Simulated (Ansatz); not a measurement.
# Ta₃N: a changed input and its effect

System: Ta₃N (I4/mmm, 4 atoms in the cell).
Method of run A: DFT r2SCAN, scalar-relativistic, plane waves, PAW, no spin polarisation (Ansatz 0.2.0).

The structure was built on a prototype by a generator; it need not be a known phase. Text and figures count atoms from 1; the logs count them from 0 in places.

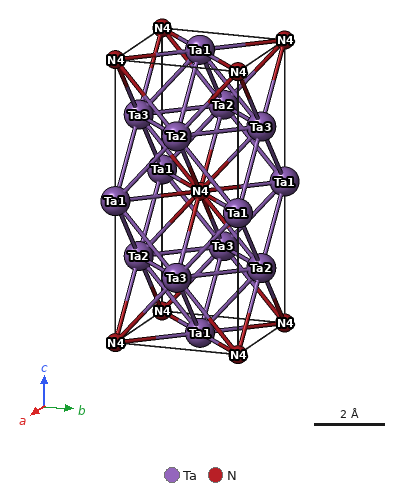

The structure (ball-and-stick view of the cell 2 times as large as that of the calculation, set on its symmetry axes, seen slightly off an axis; atoms are numbered from 1 in the order of the input). Near neighbours in the crystal (not all of them lie inside the picture): Ta has 4 N at 2.67 to 2.83 Å and 8 Ta at 2.67 to 2.83 Å; N has 12 Ta at 2.67 to 2.83 Å.

Input, run A:
```yaml
crystal:
  lattice:
    - [-1.8876571203, 1.8876571203, 4.2165847362]
    - [1.8876571203, -1.8876571203, 4.2165847362]
    - [1.8876571203, 1.8876571203, -4.2165847362]
  atoms:
    - { symbol: Ta, position: [0.5, 0.5, 0.0] }
    - { symbol: Ta, position: [0.25, 0.75, 0.5] }
    - { symbol: Ta, position: [0.75, 0.25, 0.5] }
    - { symbol: "N", position: [0.0, 0.0, 0.0] }
basis:
  ecutwfc: 500
kpoints:
  mp_grid: { grid: [6, 6, 6] }
hamiltonian:
  xc: r2scan
scf:
  occupations: { method: gaussian, width: 0.1 }
  lower_state_search: "off"
output:
  forces: true
  stress: true
  eigenvalues: true
```

Command:
```bash
ansatz run input.yaml --threads 1 --pin off --max-ram 2560MiB --backend cpu --events-out ev --progress --plain --runs-dir out
```

Hardware: 1 thread of Intel Xeon (Granite Rapids), 192 GiB of memory available, shared host.

Output, shortened to warnings, some set-up lines, iterations and results (run A):
```
Basis set: ecut = 500 eV, 1555 PW (Γ), exchange–correlation on 160×160×160 points (64 copies of the dense FFT grid, shifted against one another)
Symmetry: 16 space group operations
k-points: 30 of 216
Initial density: superposition of atomic densities (neutral atoms: chi_scale 0, normalization atom), corrected by the library's trained network
[...]
SCF iter   1: F=-30213.714746 eV  HF=-30213.628059 eV  |F-HF|=8.67e-2  |Δ(HF+E_count)|=         —  Δρ=1.01e-2  dr2=4.09e-2  dr2_τ=7.69e-2  ethr=1.77e-3  ⟨swp⟩=5.5  Hψ=3588  …
SCF iter   2: F=-30213.725155 eV  HF=-30213.731721 eV  |F-HF|=6.57e-3  |Δ(HF+E_count)|=   1.04e-1  Δρ=6.61e-3  dr2=2.14e-2  dr2_τ=1.32e-3  ethr=9.29e-5  ⟨swp⟩=2.0  Hψ=1564  …
SCF iter   3: F=-30213.724156 eV  HF=-30213.734868 eV  |F-HF|=1.07e-2  |Δ(HF+E_count)|=   3.15e-3  Δρ=4.80e-3  dr2=1.35e-2  dr2_τ=2.83e-3  ethr=4.87e-5  ⟨swp⟩=2.0  Hψ=1226  …
SCF iter   4: F=-30213.732749 eV  HF=-30213.733190 eV  |F-HF|=4.41e-4  |Δ(HF+E_count)|=   1.68e-3  Δρ=1.24e-3  dr2=8.11e-4  dr2_τ=8.53e-5  ethr=3.08e-5  ⟨swp⟩=2.0  Hψ=1103  …
SCF iter   5: F=-30213.733132 eV  HF=-30213.733207 eV  |F-HF|=7.52e-5  |Δ(HF+E_count)|=   1.74e-5  Δρ=3.71e-4  dr2=1.35e-4  dr2_τ=8.53e-6  ethr=1.84e-6  ⟨swp⟩=2.0  Hψ=1199  …
SCF iter   6: F=-30213.733216 eV  HF=-30213.733215 eV  |F-HF|=6.52e-7  |Δ(HF+E_count)|=   7.73e-6  Δρ=7.80e-5  dr2=3.50e-6  dr2_τ=7.34e-7  ethr=3.06e-7  ⟨swp⟩=2.0  Hψ=1219  …
SCF iter   7: F=-30213.733215 eV  HF=-30213.733215 eV  |F-HF|=1.40e-7  |Δ(HF+E_count)|=   1.98e-7  Δρ=1.93e-5  dr2=1.87e-7  dr2_τ=1.16e-8  ethr=7.95e-9  ⟨swp⟩=2.0  Hψ=1115  …
SCF iter   8: F=-30213.733215 eV  HF=-30213.733215 eV  |F-HF|=1.15e-8  |Δ(HF+E_count)|=   1.88e-7  Δρ=5.71e-6  dr2=3.34e-8  dr2_τ=1.45e-9  ethr=2.27e-10  ⟨swp⟩=6.8  Hψ=2918  …
SCF 1 converged in 8 iterations: F = -30213.733215 eV  dr2 = 3.34e-8
SCF converged after 8 iterations
Free energy (F): -30213.733215 eV
Harris-Foulkes:  -30213.733215 eV  (|F-HF|=1.15e-8)
Internal energy: -30213.719966 eV  (E = F + TS)
E sigma→0 (E₀):  -30213.726591 eV
Entropy (-TS):   -0.013249 eV (-3.312 meV/atom)
Fermi energy:    18.400243 eV
--- Per-component energies (eV) ---
  E_band       = -328.033795
  E_kinetic    = 1230.583871
  E_local      = -1819.167854  (includes V_loc(G=0)·N_el)
  E_nonlocal   = 95.166814
  E_hartree    = 628.759226
  E_xc         = -672.246559
  E_vxc        = -750.743692  (∫ρ·V_xc dr)
  E_paw        = -25397.689064  (= ΣΔE_a)
  E_vpaw       = -380.549738  (= ΣTr[D̂ρ^β])
  E_aug_tail   = 0.000261  (compensation charges beyond the density's cutoff)
  E_vtau       = 39.160454  (kinetic-family band-sum trace: ∫τ·v_τ [+ j·A + Jᵃ·Aᵃ] dr)
  E_ewald      = -4276.828255
  E_core_change = -2.298405  (= ΣΔE_core)
  E_smearing   = -0.013249  (= −TS)
  E_closure    = 0.000000  (closes the sum)
  Σ components = -30213.733215   (vs F -30213.733215, Δ=0.00e0)
--- Forces (eV/Å), atoms counted from 1 ---
  atom   1  Ta     0.00000000     0.00000000    -0.00000000
  atom   2  Ta     0.00000000     0.00000000     0.00000000
  atom   3  Ta    -0.00000000     0.00000000     0.00000000
  atom   4  N     -0.00000000     0.00000000     0.00000000
  max |Σ_I F_I| component: 8.67e-19 eV/Å
--- Stress (GPa, compression-positive) ---
        2.438163       0.000000       0.000000
        0.000000       2.438163       0.000000
        0.000000       0.000000       7.177421
  P = ⅓ Tr σ = 4.0179 GPa (40.179 kbar)
```

The input of run B differs as follows (lines with − go, lines with + come):
```diff
-    - { symbol: Ta, position: [0.5, 0.5, 0.0] }
-    - { symbol: Ta, position: [0.25, 0.75, 0.5] }
-    - { symbol: Ta, position: [0.75, 0.25, 0.5] }
+    - { symbol: Ta, position: [0.5, 0.5, 0.0], spin: 1.0 }
+    - { symbol: Ta, position: [0.25, 0.75, 0.5], spin: 1.0 }
+    - { symbol: Ta, position: [0.75, 0.25, 0.5], spin: 1.0 }
+  populations: true
+magnetization:
+  spin_polarized: true
```

What does this change do to the results?

The energy is the same within 0.01 meV per atom. With spin allowed, the absolute moment of the cell comes to 0.00 μB. The SCF takes 20 iterations against 8. On the same kind of shared host run B took about 4.4 times as long. The two runs start from different initial densities, which also moves the count.

Output, shortened to warnings, some set-up lines, iterations and results (run B):
```
WARN: the starting moments were not kept: the SCF closed with an absolute magnetisation of 1.0e-5 μB, where they sum to 3 μB in size (3 sites). That is at most 0.1 of that sum. Measured as dr2_m measures the in/out step, that magnetisation stands 1.8e-11 eV from none, at or under the dr2_threshold of 1.0e-7 eV: it is no larger than a step whose dr2_m would equal this threshold. The system may …
Basis set: ecut = 500 eV, 1555 PW (Γ), exchange–correlation on 160×160×160 points (64 copies of the dense FFT grid, shifted against one another)
Symmetry: 16 space group operations
k-points: 30 of 216
Initial density: superposition of atomic densities (chi_scale 0.1, normalization cell, long waves kept (reshape's long-wave potential 0.01 eV rms))
[...]
SCF iter   1: F=-30197.485366 eV  HF=-30216.609612 eV  |F-HF|=1.91e1  |Δ(HF+E_count)|=         —  Δρ=8.20e-2 (↑7.54e-2 ↓8.20e-2)  dr2=2.27e1  dr2_τ=2.49e-1  dr2_m=7.07e-1  …
SCF iter   2: F=-30210.601330 eV  HF=-30213.868298 eV  |F-HF|=3.27e0  |Δ(HF+E_count)|=    2.74e0  Δρ=4.20e-2 (↑3.90e-2 ↓4.20e-2)  dr2=4.86e0  dr2_τ=5.33e-2  dr2_m=3.80e-1  …
SCF iter   3: F=-30213.484440 eV  HF=-30213.612717 eV  |F-HF|=1.28e-1  |Δ(HF+E_count)|=   2.56e-1  Δρ=2.68e-2 (↑2.68e-2 ↓2.63e-2)  dr2=8.41e-1  dr2_τ=3.56e-2  dr2_m=2.31e-1  …
SCF iter   4: F=-30213.429173 eV  HF=-30213.663339 eV  |F-HF|=2.34e-1  |Δ(HF+E_count)|=   5.06e-2  Δρ=2.09e-2 (↑1.76e-2 ↓2.09e-2)  dr2=3.84e-1  dr2_τ=1.01e-2  dr2_m=1.25e-1  …
SCF iter   5: F=-30213.704086 eV  HF=-30213.659693 eV  |F-HF|=4.44e-2  |Δ(HF+E_count)|=   3.65e-3  Δρ=1.21e-2 (↑1.21e-2 ↓1.21e-2)  dr2=2.59e-2  dr2_τ=5.58e-3  dr2_m=7.40e-2  …
[... 11 lines ...]
SCF iter  17: F=-30213.733215 eV  HF=-30213.733215 eV  |F-HF|=1.09e-7  |Δ(HF+E_count)|=   2.40e-7  Δρ=3.12e-6 (↑3.12e-6 ↓3.09e-6)  dr2=1.14e-8  dr2_τ=2.27e-10  dr2_m=1.96e-9  …
SCF iter  18: F=-30213.733215 eV  HF=-30213.733215 eV  |F-HF|=7.44e-8  |Δ(HF+E_count)|=   4.28e-8  Δρ=1.53e-6 (↑1.45e-6 ↓1.53e-6)  dr2=2.45e-9  dr2_τ=5.86e-11  dr2_m=2.48e-10 …
SCF iter  19: F=-30213.733215 eV  HF=-30213.733215 eV  |F-HF|=2.18e-8  |Δ(HF+E_count)|=   5.66e-8  Δρ=9.45e-7 (↑7.36e-7 ↓9.45e-7)  dr2=6.60e-10  dr2_τ=1.58e-11  …
SCF iter  20: F=-30213.733215 eV  HF=-30213.733215 eV  |F-HF|=1.86e-10  |Δ(HF+E_count)|=   2.30e-8  Δρ=3.34e-7 (↑2.41e-7 ↓3.34e-7)  dr2=1.02e-10  dr2_τ=2.87e-12  …
SCF 1 converged in 20 iterations: F = -30213.733215 eV  dr2 = 1.02e-10
this state was not tested for a lower state beside it, because the mixer in use, unlike msr1, does not test its closes by its own steps (another_mixer; see scf.mixing.algorithm and scf.lower_state_search)
SCF converged after 20 iterations
Magnetization: 0.0000 μB (22.0000 up, 22.0000 down)
Absolute magnetization: 0.0000 μB (∫|ρ↑−ρ↓|, with the PAW one-centre terms)
Spin contamination: 0.0000 ħ² per cell (⟨S²⟩ above its minimum at these occupations)
Per-site moments (μB) at R_I (Å): [(3.053772376732932e-6, 1.1011894990133406), (6.262930402090471e-7, 1.1011894990133406), (6.262930402141798e-7, 1.1011894990133406), (-1.2201731614030354e-6, 1.1011894990133406)]
Free energy (F): -30213.733215 eV
Harris-Foulkes:  -30213.733215 eV  (|F-HF|=1.86e-10)
Internal energy: -30213.719967 eV  (E = F + TS)
E sigma→0 (E₀):  -30213.726591 eV
Entropy (-TS):   -0.013248 eV (-3.312 meV/atom)
Fermi energy:    18.400259 eV
--- Per-component energies (eV) ---
  E_band       = -328.032436
  E_kinetic    = 1230.583593
  E_local      = -1819.166594  (includes V_loc(G=0)·N_el)
  E_nonlocal   = 95.166916
  E_hartree    = 628.757996
  E_xc         = -672.246505
  E_vxc        = -750.743605  (∫ρ·V_xc dr)
  E_paw        = -25397.688973  (= ΣΔE_a)
  E_vpaw       = -380.549534  (= ΣTr[D̂ρ^β])
  E_aug_tail   = 0.000261  (compensation charges beyond the density's cutoff)
  E_vtau       = 39.160434  (kinetic-family band-sum trace: ∫τ·v_τ [+ j·A + Jᵃ·Aᵃ] dr)
  E_ewald      = -4276.828255
  E_core_change = -2.298405  (= ΣΔE_core)
  E_smearing   = -0.013248  (= −TS)
  E_closure    = 0.000000  (closes the sum)
  Σ components = -30213.733215   (vs F -30213.733215, Δ=0.00e0)
--- Forces (eV/Å), atoms counted from 1 ---
  atom   1  Ta    -0.00000000     0.00000000    -0.00000000
  atom   2  Ta    -0.00000000    -0.00000000     0.00000000
  atom   3  Ta     0.00000000    -0.00000000     0.00000000
  atom   4  N     -0.00000000     0.00000000     0.00000000
  max |Σ_I F_I| component: 1.73e-18 eV/Å
--- Stress (GPa, compression-positive) ---
        2.438489       0.000000      -0.000000
        0.000000       2.438489       0.000000
        0.000000       0.000000       7.177363
  P = ⅓ Tr σ = 4.0181 GPa (40.181 kbar)
--- Löwdin populations: 4 sites ---
  site symbol       q [e]    m [muB]
     0     Ta     12.6610     0.0000
     1     Ta     12.6716     0.0000
     2     Ta     12.6716     0.0000
     3      N      5.7652    -0.0000
  spilling = 0.005238 (of n_electrons = 44.000000)
```

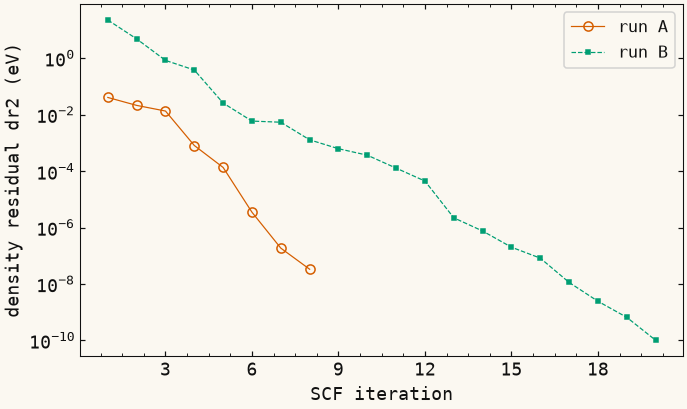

Convergence of the two runs: density residual dr2 against the SCF iteration. Run A takes 8 iterations in all, and run B takes 20.

The two runs side by side:

| quantity | run A | run B |
| --- | --- | --- |
| outcome | converged | converged |
| free energy per atom (eV) | −7553.4333 | −7553.4333 |
| energy per atom, smearing taken to zero (eV) | −7553.4316 | −7553.4316 |
| gap on the mesh (eV) | 0.00 | 0.00 |
| pressure (GPa) | 4.02 | 4.02 |
| largest force (eV/Å) | 0.000 | 0.000 |
| SCF iterations | 8 | 20 |
| irreducible k-points | 30 | 30 |
| plane waves at Γ | 1555 | 1555 |
| net moment of the cell (μB) | – | 0.00 |
| absolute moment of the cell (μB) | – | 0.00 |
| wall time (shared host) | 4.3 s | 19 s |

For both runs: Spin–orbit coupling is left out, which matters for Ta. For run B: The electronic state found may not be the lowest one. Warnings: some starting moments were not kept; the state was not tested for a lower one.
